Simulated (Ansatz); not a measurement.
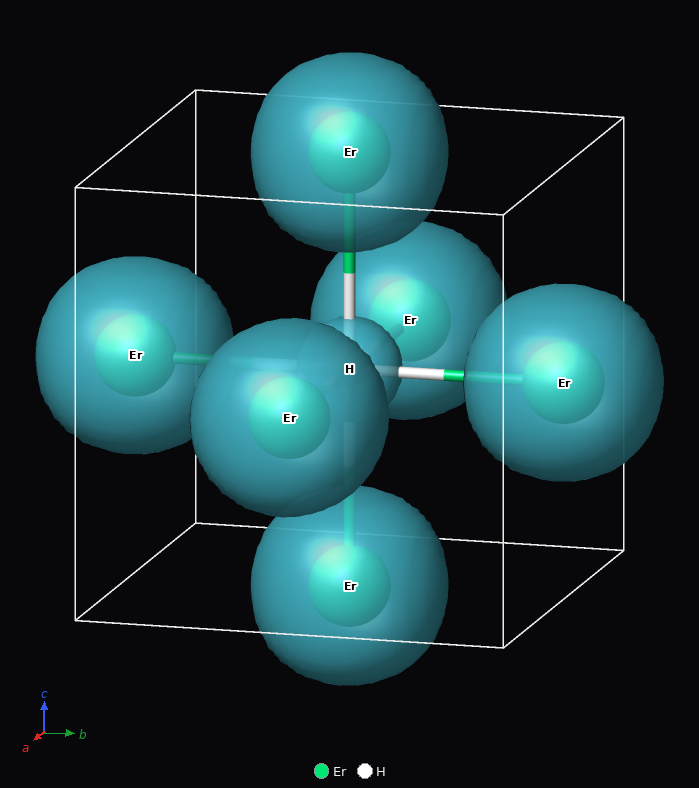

The picture shows: Er3H. Isosurface of the valence charge density (pseudo) at 0.4 e/Å³ (cyan), seen slightly off an axis. Sticks mark near contacts.

Space group Pm-3m; a structure generated by program, which may or may not match a known phase; computed without spin polarisation; no Hubbard U on the f states and no spin–orbit coupling.

The calculation used Ansatz 0.2.0, DFT PBE, scalar-relativistic, plane waves, PAW; 4f electrons in the core of a trivalent norm-conserving potential.

In a pseudopotential calculation such maps are meaningful between the atoms, not at the nuclei.

### How is the density connected at this value?

At this value the density breaks into separate islands; it holds about 70 % of the electrons treated as valence (semicore included). It bridges none of the near contacts. It is pinched off along the sampled Er–H (2.38 Å) contacts. On the grid the lowest density along these lines, outside the cores, is 0.2 e/Å³ (Er–H, 2.38 Å).

### Metal or insulator at this level of theory?

It is metallic or semimetallic at this level of theory: no gap opens.
